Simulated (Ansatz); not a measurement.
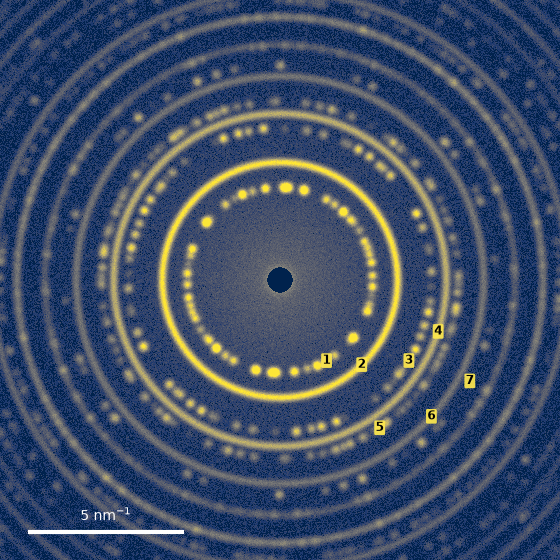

Simulated electron diffraction rings at 80 kV (λ = 0.0418 Å), scale in nm⁻¹ (radius = 1/d), for a mixture of two phases, one of them coarse-grained. Kinematic intensities with B = 0.3 Å² for all atoms, without multiple scattering; brightness goes as intensity to the power 0.4, clipped at the top, with counting noise. Reflections closer than the ring width show as one ring.

Phase I: Ti (Fd-3m), a = 5.790 Å, b = 5.790 Å, c = 5.790 Å, α = 90.00°, β = 90.00°, γ = 90.00°; the input geometry of an electronic-structure calculation (not necessarily at equilibrium); the starting structure was generated, so it need not be a known form of this composition.
Phase II: Ti (Pm-3m), a = 2.645 Å, b = 2.645 Å, c = 2.645 Å, α = 90.00°, β = 90.00°, γ = 90.00°; the geometry relaxed with DFT, PBE, plane waves (420 eV) with PAW, scalar-relativistic (Ansatz 0.2.0); the starting structure was generated, so it need not be a known form of this composition.
Volume fractions 0.4 and 0.6.

### Which rings come from which phase?

```csv
ring,radius,d (Å),phase,hkl
1,2.99 nm⁻¹,3.34,I,111
2,3.78 nm⁻¹,2.65,II,100
3,4.89 nm⁻¹,2.05,I,220
4,5.35 nm⁻¹,1.870,II,110
5,5.73 nm⁻¹,1.746,I,311
6,6.55 nm⁻¹,1.527,II,111
7,6.91 nm⁻¹,1.447,I,400
```

### Which phase is the coarse-grained one?

Phase I (Ti, Fd-3m): its rings are broken into spots, those of phase II are continuous.
